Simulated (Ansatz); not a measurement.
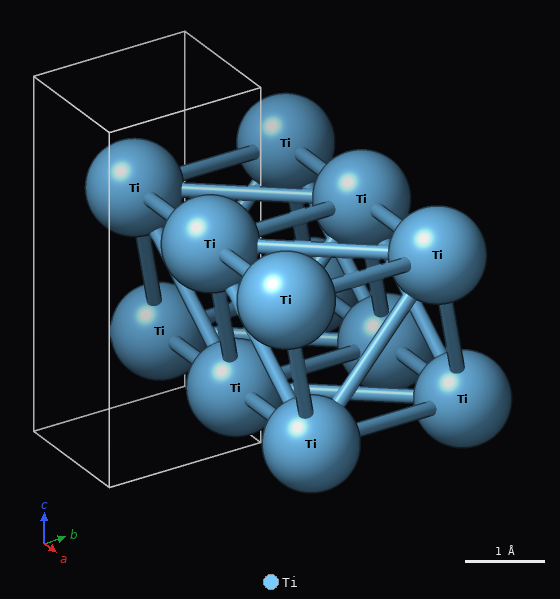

The starting point is a symmetric starting cell of Ti. A ball-and-stick model of the cell of the calculation, repeated 3 × 2 × 1 with one cell outlined, seen slightly off an axis.

The calculation used Ansatz 0.2.0, DFT PBE, scalar-relativistic, plane waves, PAW. (plane-wave cutoff 420 eV; k-point mesh 15 × 15 × 8; occupations gaussian; smearing width 0.1 eV; no spin polarisation)

Change: Atoms are displaced by 0.19 Å. No relaxation follows. The starting cell wasn't computed here and needn't be at equilibrium, so pressure and forces aren't due to the change alone.

**What is the effect?**

The pressure is −2.3 GPa (not all of it need come from the change, since the unchanged cell can be under pressure at this level too). The principal stresses (compression positive) are 1.4 GPa along [1 2 0], −0.9 GPa along c, −7.3 GPa along a. The largest forces, 0.45 eV/Å, act on 2 Ti atoms of the calculation's cell. The forces point straight back along the displacements (cosine −1.00). Among the bonded contacts that change: Ti–Ti 2.897 → 2.693 to 3.028 Å. The space group (tolerance 0.01 Å) goes from P6_3/mmc (No. 194) to Cmcm (No. 63).

The changed structure in the same view:

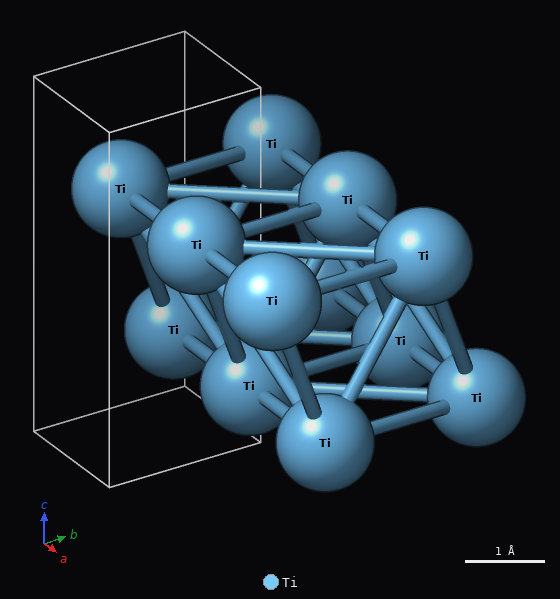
